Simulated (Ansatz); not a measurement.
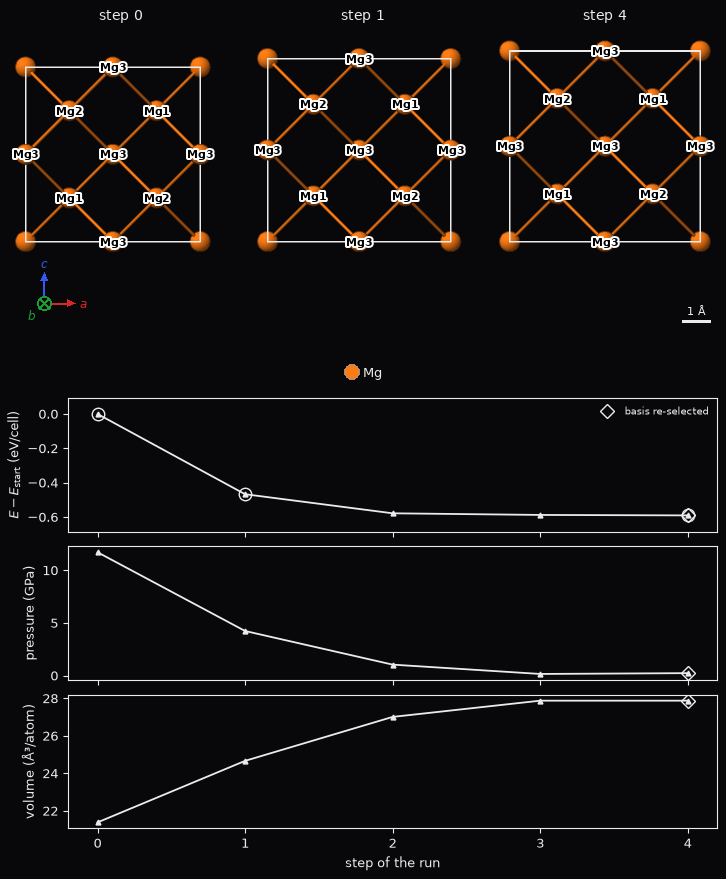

Frames of a relaxation of solid Mg (a generated structure, set up in Fm-3m) (coarse preliminary run), marked on the history of the run. A ball-and-stick model of the conventional cell (4 times the calculation's cell), seen along the b axis. Lengths and directions refer to the drawn axes.

The calculation used Ansatz, DFT PBE, scalar-relativistic, plane waves, PAW. (plane-wave cutoff 420 eV; k-point mesh 6 × 6 × 6; occupations gaussian; smearing width 0.1 eV; no spin polarisation; cell and atoms relaxed; force threshold 0.04 eV/Å; at most 70 steps)

Q: Describe the path.

A: No atom moves by more than 0.005 Å relative to the cell. Cell: a = b = c 6.355 → 6.942 Å (+9.2 %). Volume +30.4 %. Near-neighbour distances that change, for instance: Mg1–Mg3 2.752 → 3.006 Å. The space group stays Fm-3m (No. 225). The energy falls by 0.590 eV per cell of the calculation in 3 accepted moves (4 points after the start). All forces vanish by symmetry, so only the cell relaxes. The pressure goes from 11.72 to 0.24 GPa. The SCF was repeated once at an unchanged geometry on a basis and grid sized afresh for the cell, which shifted the energy by 2.7 meV per cell of the calculation at most. From step 0 to 1: volume +15.3 %, energy −0.467 eV per cell of the calculation. From step 1 to 4: volume +13.0 %, energy −0.123 eV per cell of the calculation.
